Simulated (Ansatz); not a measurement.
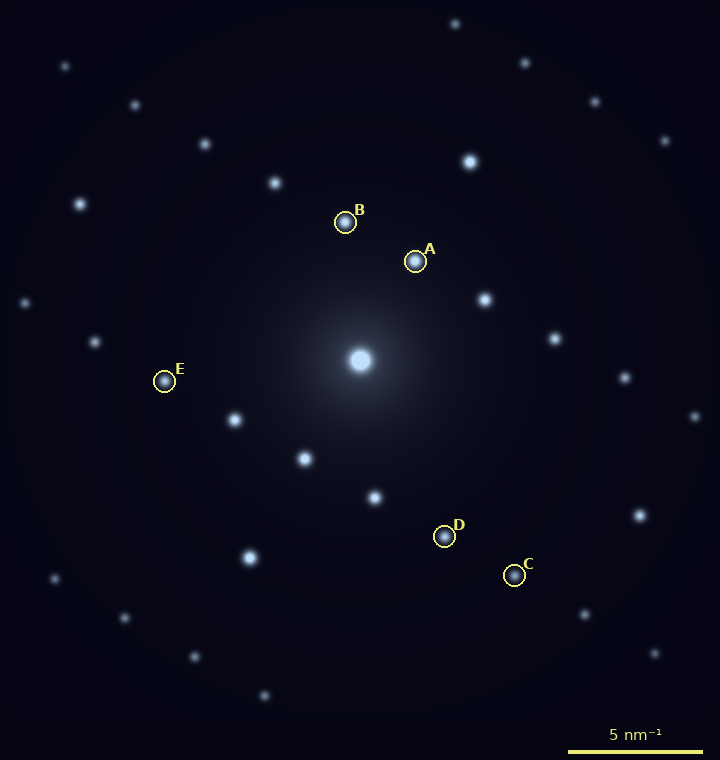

Computed electron diffraction pattern, 200 kV, single scattering only, B = 0.5 Å². The zone axis points towards the electron source and the pattern is seen from the source side.

Crystal: Cu, space group Pm-3n (No. 223), a = 4.71 Å. Structure: the geometry relaxed with DFT, BLYP, plane waves (420 eV) with PAW, scalar-relativistic in Ansatz; the starting structure was generated, so it need not be a known form of this composition.

Spot A is indexed 0 0 -2 and spot B -1 1 -2.

**What are the indices of the remaining marked spots?**

C = 2A − 3B = 3 -3 2 (d = 1.004 Å). D = A − 2B = 2 -2 2 (d = 1.359 Å). E = −3A + 2B = -2 2 2 (d = 1.359 Å).

**Find the zone axis.**

The cross product of A and B is parallel to [110]; every spot obeys hu + kv + lw = 0.
